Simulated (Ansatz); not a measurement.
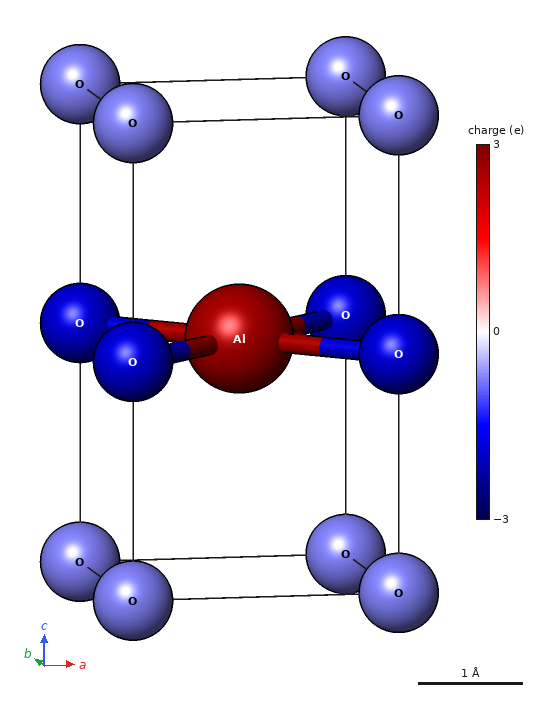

Drawn in the ball-and-stick manner and seen slightly off an axis. Atoms at the boundary of the simulation cell (the box) are drawn once for each face, edge or corner they touch. The atoms of this AlO2 cell are coloured by their Bader charge.

The calculation used Ansatz 0.2.0, DFT PBE, scalar-relativistic, plane waves, PAW, with a kinetic-energy cutoff of 420 eV, an 18×18×10 sampling of the Brillouin zone, Gaussian smearing of 0.1 eV, collinear spins. The state is ferromagnetic.

**Describe the charge distribution among the elements.**

Most positive: Al; most negative: O. Charges: about Al +2.5 e; O -1.8 to -0.7 e.

Starting structure: a random cell made by a generator, so it need not be a real form of the compound. Earlier steps of the study may have refined or changed the cell and positions. It was run through Ansatz as a DFT input.
